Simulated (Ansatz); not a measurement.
Ru: several calculations on one system

Part 1: Relaxation

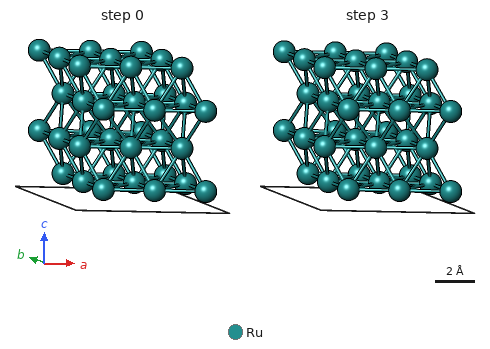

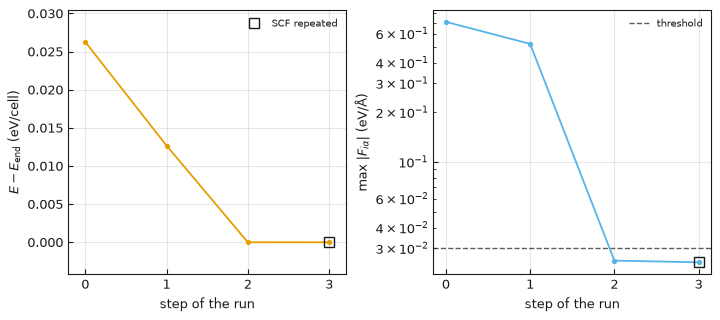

First and last geometry of a constrained relaxation of a slab of composition Ru (cut from the P6_3/mmc phase), with the history of the run. A ball-and-stick model of the 3 × 3 repeat of the cell, outlined in the plane, without the vacuum, seen slightly off an axis.

Case: clean slab, lower half held. The slab is the (0 0 1) face of Ru. 2 atoms are held fixed.

Method: DFT PBEsol, scalar-relativistic, plane waves, PAW (Ansatz 0.2.0).

The input:
```yaml
crystal:
  lattice:
    - [2.6895239995, 0.0, 0.0]
    - [-1.3447619997, 2.3291961076, 0.0]
    - [0.0, 0.0, 23.3778814273]
  atoms:
    - { symbol: Ru, position: [0.6666666667, 0.3333333333, 0.3635915438] }
    - { symbol: Ru, position: [0.3333333333, 0.6666666667, 0.4545305146] }
    - { symbol: Ru, position: [0.6666666667, 0.3333333333, 0.5454694854] }
    - { symbol: Ru, position: [0.3333333333, 0.6666666667, 0.6364084562] }
basis:
  ecutwfc: 420
kpoints:
  mp_grid: { grid: [12, 12, 1] }
hamiltonian:
  xc: pbesol
scf:
  occupations: { method: gaussian, width: 0.1 }
output:
  forces: true
  eigenvalues: true
  write_density: true
  write_potential: true
  elf: true
  volumetric_format: npy
relax:
  adjacent_minimum: "off"
  f_tol: 0.03
  max_steps: 70
  constraints: [{ sites: [0, 1] }]
efield:
  axis: 3
  dipole_correction: true
  ramp_width: 0.04
```

Launched with:
```bash
ansatz run input.yaml --threads 1 --pin off --max-ram 2560MiB --backend cpu --events-out ev --progress --plain --runs-dir out
```

Read the history and describe the run.

Answer. It converged. The energy falls by 26.3 meV per cell of the calculation in 2 accepted moves (3 points after the start). Largest force component: 0.71 eV/Å at the start, 0.025 eV/Å at the end. 1 step only repeated the SCF at the same geometry. Ru4 moves most: 0.080 Å along the normal (−c). The cell stays as it was. Near-neighbour distances that change, for instance: Ru3–Ru4 2.633 → 2.576 Å.

```tsv
step	E − E(0), meV/atom	largest force component, eV/Å	note
0	0.00	0.7065	
1	-3.40	0.5197	
2	-6.57	0.0252	
3	-6.57	0.0246	same geometry, SCF repeated
```

Part 2: Relaxation

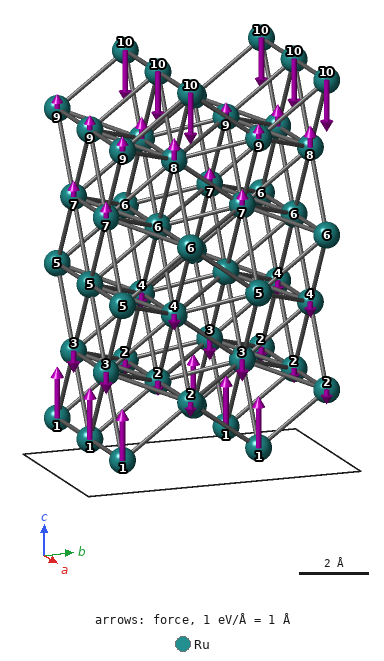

Starting geometry of a slab of composition Ru (cut from the P6_3/mmc phase) with the computed forces as purple arrows. The picture is a ball-and-stick view of the 2 × 2 repeat of the cell, outlined in the plane, without the vacuum, seen slightly off an axis.

Case: (1 0 0) slab, atoms relaxed. The slab is the (1 0 0) face of Ru.

All numbers below come from DFT r2SCAN, scalar-relativistic, plane waves, PAW (Ansatz 0.2.0).

Input
```yaml
crystal:
  lattice:
    - [2.7023482492, 0.0, 0.0]
    - [0.0, 4.2659655209, 0.0]
    - [0.0, 0.0, 25.9214104239]
  atoms:
    - { symbol: Ru, position: [0.0, 0.25, 0.2893361078] }
    - { symbol: Ru, position: [0.0, 0.75, 0.3495257913] }
    - { symbol: Ru, position: [0.5, 0.25, 0.379620633] }
    - { symbol: Ru, position: [0.5, 0.75, 0.4398103165] }
    - { symbol: Ru, position: [0.0, 0.25, 0.4699051583] }
    - { symbol: Ru, position: [0.0, 0.75, 0.5300948417] }
    - { symbol: Ru, position: [0.5, 0.25, 0.5601896835] }
    - { symbol: Ru, position: [0.5, 0.75, 0.620379367] }
    - { symbol: Ru, position: [0.0, 0.25, 0.6504742087] }
    - { symbol: Ru, position: [0.0, 0.75, 0.7106638922] }
basis:
  ecutwfc: 500
kpoints:
  mp_grid: { grid: [13, 8, 1] }
hamiltonian:
  xc: r2scan
scf:
  occupations: { method: gaussian, width: 0.1 }
output:
  forces: true
  eigenvalues: true
relax:
  adjacent_minimum: "off"
  f_tol: 0.02
  max_steps: 60
efield:
  axis: 3
  dipole_correction: true
  ramp_width: 0.04
```

Command:
```bash
ansatz run input.yaml --threads 2 --pin off --max-ram 5120MiB --backend cpu --events-out ev --progress --plain --runs-dir out
```

**What follows when this structure is relaxed?**

It isn't relaxed: the largest force vector, on Ru atoms, is 1.56 eV/Å. The atoms end up moving mostly along the starting forces (cosine between the two patterns 0.88). The energy falls by 0.258 eV per cell of the calculation in 4 geometry steps. Largest force component: 1.6 eV/Å at the start, 0.005 eV/Å at the end. The largest moves relative to the layer's centre, 0.15 Å, are those of Ru1 and Ru10. Ru1 goes along the normal (+c). The cell doesn't change. Among the contacts that change: Ru1–Ru3 2.702 → 2.579 Å, Ru1–Ru2 2.643 → 2.552 Å, Ru3–Ru4 2.643 → 2.628 Å, Ru2–Ru4 2.702 → 2.694 Å. Bond angles that change, for instance: Ru2–Ru1–Ru2 107.6° → 113.4°, Ru3–Ru1–Ru3 60.0° → 63.2°, Ru2–Ru1–Ru3 59.3° → 62.1°.

Part 3: A change

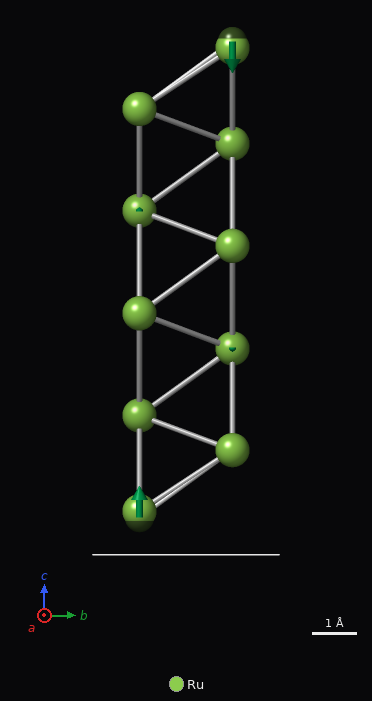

A (1 0 0) slab of Ru as cut from the relaxed bulk, drawn pale, and a changed version of it, drawn solid. The green arrows show how the atoms are displaced, magnified 5 times. A ball-and-stick model of the 2 × 1 repeat of the cell, outlined in the plane, without the vacuum, seen along the a axis.

Computed with DFT r2SCAN, scalar-relativistic, plane waves, PAW (Ansatz 0.2.0). (plane-wave cutoff 500 eV; occupations gaussian; smearing width 0.1 eV; no spin polarisation) The k-mesh is chosen for each cell (13×8×15, 13×8×1).

**What was done to the structure, and with what result?**

The atoms of the slab are relaxed at the bulk's in-plane cell. The surface energy (mean of the two faces) falls from 4.06 to 3.88 J/m². The top spacing, between the Ru and Ru planes, goes from 1.56 to 1.40 Å (−10.2 %), the bottom one (Ru to Ru) from 1.56 to 1.40 Å (−10.2 %). The work function of the top face goes from 4.22 to 4.14 eV. The cell stays as it was. The largest moves relative to the layer's centre, 0.15 Å, are those of Ru atoms. Among the bonded contacts that change: Ru–Ru 2.702 → 2.579 to 2.714 Å, Ru–Ru 2.643 → 2.552 to 2.651 Å.
